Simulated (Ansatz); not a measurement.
# Calculations on Ti₃O

**1. Relaxation**

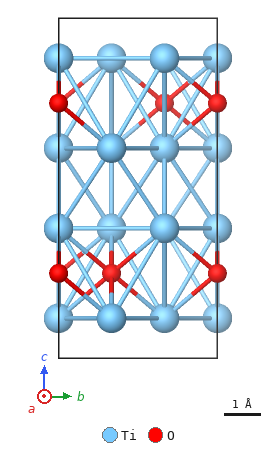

Starting structure of a crystal of Ti₃O (set up in P-31c). Style: ball-and-stick. Shown: the cell of the calculation, along the a axis.

Case: the database's cell, atoms relaxed.

Method: Ansatz, DFT PBEsol, scalar-relativistic, plane waves, PAW.

Input file:
```yaml
crystal:
  lattice:
    - [5.15, 0.0, 0.0]
    - [-2.575, 4.4600308295, 0.0]
    - [0.0, 0.0, 9.56]
  atoms:
    - { symbol: Ti, position: [0.3331, 0.9999, 0.118] }
    - { symbol: Ti, position: [0.0001, 0.3332, 0.118] }
    - { symbol: Ti, position: [0.6668, 0.6669, 0.118] }
    - { symbol: Ti, position: [0.0001, 0.6669, 0.382] }
    - { symbol: Ti, position: [0.6668, 0.9999, 0.382] }
    - { symbol: Ti, position: [0.3331, 0.3332, 0.382] }
    - { symbol: Ti, position: [0.6669, 0.0001, 0.882] }
    - { symbol: Ti, position: [0.9999, 0.6668, 0.882] }
    - { symbol: Ti, position: [0.3332, 0.3331, 0.882] }
    - { symbol: Ti, position: [0.9999, 0.3331, 0.618] }
    - { symbol: Ti, position: [0.3332, 0.0001, 0.618] }
    - { symbol: Ti, position: [0.6669, 0.6668, 0.618] }
    - { symbol: O, position: [0.6666666667, 0.3333333333, 0.25] }
    - { symbol: O, position: [0.3333333333, 0.6666666667, 0.75] }
    - { symbol: O, position: [0.0, 0.0, 0.25] }
    - { symbol: O, position: [0.0, 0.0, 0.75] }
basis:
  ecutwfc: 420
kpoints:
  mp_grid: { grid: [12, 12, 4] }
hamiltonian:
  xc: pbesol
scf:
  occupations: { method: gaussian, width: 0.1 }
output:
  forces: true
  stress: true
  eigenvalues: true
relax:
  adjacent_minimum: "off"
  f_tol: 0.01
  max_steps: 40
```

Command:
```bash
ansatz run input.yaml --threads 4 --pin off --max-ram 10240MiB --backend cpu --events-out ev --progress --plain --runs-dir out
```

> What does the optimiser find from here?

The largest moves, 0.038 Å, are those of 12 atoms (Ti1, Ti2, Ti3, Ti4 and others). Ti11 goes roughly along [−1 −1 0]. O stays in place. The cell stays as it was. Near-neighbour distances that change, for instance: Ti10–Ti11 2.974 → 3.039 Å, Ti1–Ti6 3.052 → 3.000 Å, Ti10–Ti11 (another image) 2.975 → 2.937 Å, Ti1–Ti7 2.836 → 2.866 Å. The space group stays P-31c (No. 163). The energy falls by 0.117 eV per cell of the calculation in 3 accepted moves (4 points after the start). The largest force component goes from 0.49 to 0.0099 eV/Å. 1 step only repeated the SCF at the same geometry.

**2. Relaxation**

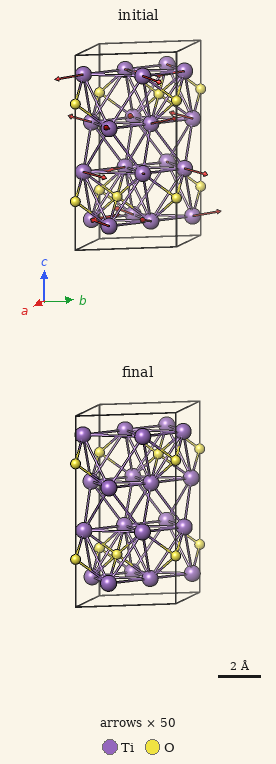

The structure of a crystal of Ti3O (set up in P-31c) before (top) and after (bottom) a relaxation, at one scale. The red arrows give the displacements (the part carried along by the change of the cell is left out), 50 times their true length.

Style: ball-and-stick. Shown: the cell of the calculation, slightly off an axis.

Computed with DFT PBEsol, scalar-relativistic, plane waves, PAW (Ansatz). Settings: plane-wave cutoff 420 eV; k-point mesh 12 × 12 × 4; occupations gaussian; smearing width 0.1 eV; no spin polarisation; cell and atoms relaxed; force threshold 0.005 eV/Å; at most 80 steps.

Describe what moved and what it gained.

The largest moves relative to the cell, 0.029 Å, are those of Ti atoms. O stays in place. The volume changes by −3.9 %, with a = b 5.150 → 5.100 Å (−1.0 %), c 9.560 → 9.373 Å (−2.0 %). Among the contacts that change: Ti–Ti 3.052 → 2.962 Å, Ti–Ti 2.972 → 2.923 Å, Ti–Ti 2.834 → 2.789 Å, O–Ti 2.131 → 2.087 Å. The space group stays P-31c (No. 163). After 6 accepted moves (8 points after the start) the energy has fallen by 0.297 eV per cell of the calculation. The largest force component goes from 0.49 to 0.00017 eV/Å. Pressure: −7.16 GPa at the start and 0.00 GPa at the end. The SCF was repeated twice at an unchanged geometry on a basis and grid sized afresh for the cell, which shifted the energy by 10.3 meV per cell of the calculation at most. The run took 2.9 min on 4 threads of Oxide Virtual Turin-like Processor (Zen 5) (shared host), peak memory 1.6 GiB.

**3. A change**

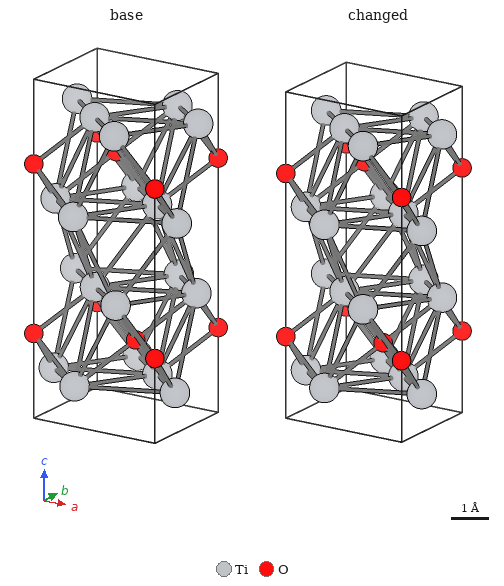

Left: a crystal of Ti$_{3}$O (set up in P-31c). Right: the same structure after one change, at the same scale. Style: ball-and-stick. Shown: the cell of the calculation, slightly off an axis.

These are results of Ansatz, DFT PBEsol, scalar-relativistic, plane waves, PAW, not measurements. (plane-wave cutoff 420 eV; k-point mesh 12 × 12 × 4; occupations gaussian; smearing width 0.1 eV; no spin polarisation)

What distinguishes the right structure from the left one?

Answer. The volume is changed by −12.0 %. The cell's shape and the atoms are relaxed at that volume.

How do the computed properties respond?

Answer. The drawn cell changes as follows: a = b 5.100 → 4.876 Å (−4.4 %), c 9.373 → 9.022 Å (−3.7 %); the volume changes by −12.0 %. The largest moves relative to the cell, 0.030 Å, are those of Ti atoms. O stays in place. Near-neighbour distances before and after: Ti–Ti 2.995 → 2.815 Å, Ti–Ti 2.813 → 2.667 Å, Ti–Ti 2.789 → 2.668 Å, Ti–Ti 3.011 → 2.894 Å. The space group stays P-31c (No. 163). It costs 122 meV per atom. The pressure goes from 0.0 to 27.4 GPa.
